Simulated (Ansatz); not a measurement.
A series of calculations on H

**1. Relaxation**

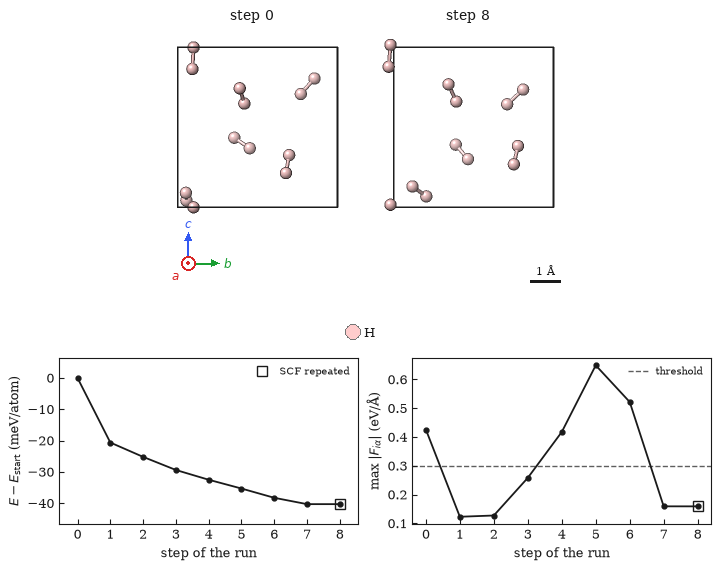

First and last geometry of a relaxation of an amorphous cell of composition H, with the history of the run. The picture is a ball-and-stick view of the cell of the calculation, seen along the a axis.

The cell holds 6 H2. The run prepares the start of a later molecular dynamics calculation, from a guessed geometry.

Level of theory: DFT PBE-D3(BJ), scalar-relativistic, plane waves, PAW (Ansatz 0.2.0). Settings: plane-wave cutoff 420 eV; k-point mesh 1 × 1 × 1; occupations fermi dirac; smearing width 0.05 eV; no spin polarisation; atoms relaxed in a fixed cell; force threshold 0.3 eV/Å; at most 15 steps.

**What do the curves and the structures tell?**

It converged. An H atom moves most: 0.95 Å roughly along [1 2 0]. The cell stays as it was. Among the contacts that change: H–H 0.737 → 0.755 Å. After 7 accepted moves (8 points after the start) the energy has fallen by 40.3 meV per atom. Largest force component: 0.43 eV/Å at the start, 0.16 eV/Å at the end. 1 step only repeated the SCF at the same geometry. The forces were under the threshold at step 1, but the run went on from there.

```json
{"step": "0", "E − E(0), meV/atom": "0.00", "largest force component, eV/Å": "0.4260", "note": ""}
{"step": "1", "E − E(0), meV/atom": "-20.62", "largest force component, eV/Å": "0.1231", "note": ""}
{"step": "2", "E − E(0), meV/atom": "-25.20", "largest force component, eV/Å": "0.1274", "note": ""}
{"step": "3", "E − E(0), meV/atom": "-29.38", "largest force component, eV/Å": "0.2583", "note": ""}
{"step": "4", "E − E(0), meV/atom": "-32.50", "largest force component, eV/Å": "0.4176", "note": ""}
{"step": "5", "E − E(0), meV/atom": "-35.30", "largest force component, eV/Å": "0.6492", "note": ""}
{"step": "6", "E − E(0), meV/atom": "-38.26", "largest force component, eV/Å": "0.5219", "note": ""}
{"step": "7", "E − E(0), meV/atom": "-40.29", "largest force component, eV/Å": "0.1593", "note": ""}
{"step": "8", "E − E(0), meV/atom": "-40.29", "largest force component, eV/Å": "0.1592", "note": "same geometry, SCF repeated"}
```

Limits of the set-up: the program's low-accuracy preset was used; the periodic images lie only 5.5 Å apart, so the values are limited by the cell's size.

**2. Dynamics**

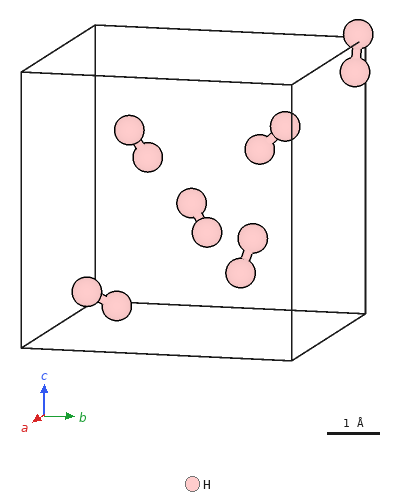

Starting frame of a dynamics run of a periodic cell with 6 H2 at 0.124 g/cm³. The picture is a ball-and-stick view of the simulation cell, seen slightly off an axis.

The calculation used DFT PBE-D3(BJ), scalar-relativistic, plane waves, PAW (Ansatz 0.2.0).

Input file:
```yaml
accuracy: low
crystal:
  lattice:
    - [5.451362, 0.0, 0.0]
    - [0.0, 5.451362, 0.0]
    - [0.0, 0.0, 5.451362]
  atoms:
    - { symbol: H, position: [1.03820541, -0.01951397, 1.01545065] }
    - { symbol: H, position: [1.03995148, -0.03093236, 0.87870999] }
    - { symbol: H, position: [0.80514181, 0.34327703, 0.76916505] }
    - { symbol: H, position: [0.73399458, 0.3920215, 0.66085111] }
    - { symbol: H, position: [0.72374284, 0.77783363, 0.38321655] }
    - { symbol: H, position: [0.79470343, 0.75214558, 0.26856766] }
    - { symbol: H, position: [0.19851205, 0.46501944, 0.30096619] }
    - { symbol: H, position: [0.12845198, 0.38881177, 0.39142079] }
    - { symbol: H, position: [0.55413452, 0.11774773, 0.1300743] }
    - { symbol: H, position: [0.46702884, 0.20452157, 0.06797839] }
    - { symbol: H, position: [0.40380904, 0.81023859, 0.7360105] }
    - { symbol: H, position: [0.38206282, 0.7103576, 0.64435652] }
basis:
  ecutwfc: 420.0
kpoints:
  mp_grid: { grid: [1, 1, 1] }
hamiltonian:
  xc: pbe
  dispersion: d3bj
scf:
  occupations: { method: fermi_dirac, width: 0.05 }
  lower_state_search: "off"
md:
  timestep: 0.5
  n_steps: 300
  ensemble: nvt_langevin
  temperature: 1000.0
  initial_velocities: maxwell_boltzmann
  seed: 535372
  friction: 0.02
```

Launched with:
```bash
ansatz run input.yaml --threads 1 --pin off --max-ram 3072MiB --backend cpu --events-out ev --progress --plain --runs-dir out
```

> Predict how the run goes.

Over the second half the temperature averages 1025 K (spread ±238 K). The potential energy in the second half lies on average 55.8 meV per atom above the first frame. In the second half of the run the atoms are, in the root-mean-square, this far from where they began (common drift taken out): H 1.21 Å. The molecules turn and drift from their places.

Along the run (each row but the first and the last is the mean over the interval that it begins):

```csv
time (fs),potential energy (meV/atom),T (K)
0.0,0.0,917
15.0,28.8,859
30.0,40.0,828
45.0,42.0,593
60.0,42.4,659
75.0,46.7,797
90.0,37.5,888
105.0,59.0,964
120.0,87.9,1111
135.0,48.5,1359
150.0,44.9,1179
```

The paths of the atoms:

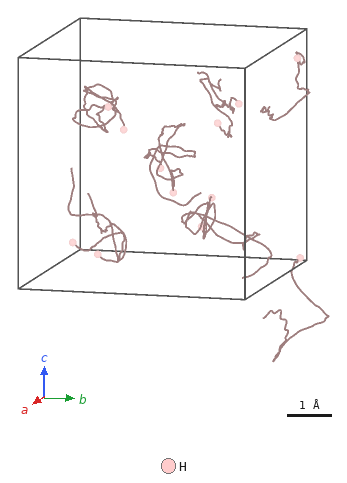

Limits of the set-up: the program's low-accuracy preset was used; the periodic images lie only 5.5 Å apart, so the values are limited by the cell's size.

The run took 120 s on 1 thread of Arm Neoverse V1, on a shared host, peak memory 0.26 GiB.

**3. Dynamics**

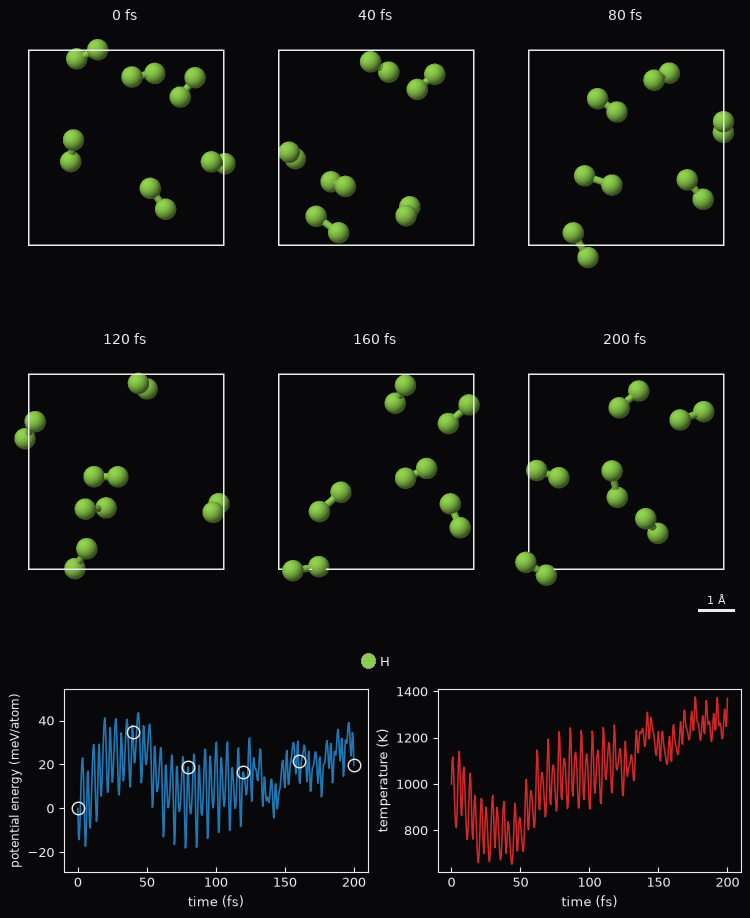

A Born-Oppenheimer molecular dynamics run of a periodic cell with 6 H2 at 0.124 g/cm³, 200 fs long. It starts from the last geometry of an earlier run, with fresh velocities. Frames and the history of the run. Style: ball-and-stick. Shown: the simulation cell, along the b axis. Atoms that leave the cell re-enter on the other side.

All numbers below come from Ansatz, DFT PBE-D3(BJ), scalar-relativistic, plane waves, PAW. Settings: plane-wave cutoff 420 eV; k-point mesh 1 × 1 × 1; Fermi-Dirac smearing 0.05 eV; low-accuracy preset; Nosé-Hoover thermostat (NVT); set temperature 1000 K; time step 0.5 fs; thermostat time 100.0 fs.

Question: What do the frames and curves show?

Answer: The mean temperature in the second half is 1177 K (standard deviation 100 K). The potential energy in the second half lies on average 17.1 meV per atom above the first frame. In the second half of the run the atoms are, in the root-mean-square, this far from where they began (common drift taken out): H 2.79 Å. The molecules turn and drift from their places.

Limits of the set-up: the program's low-accuracy preset was used; the periodic images lie only 5.5 Å apart, so the values are limited by the cell's size.
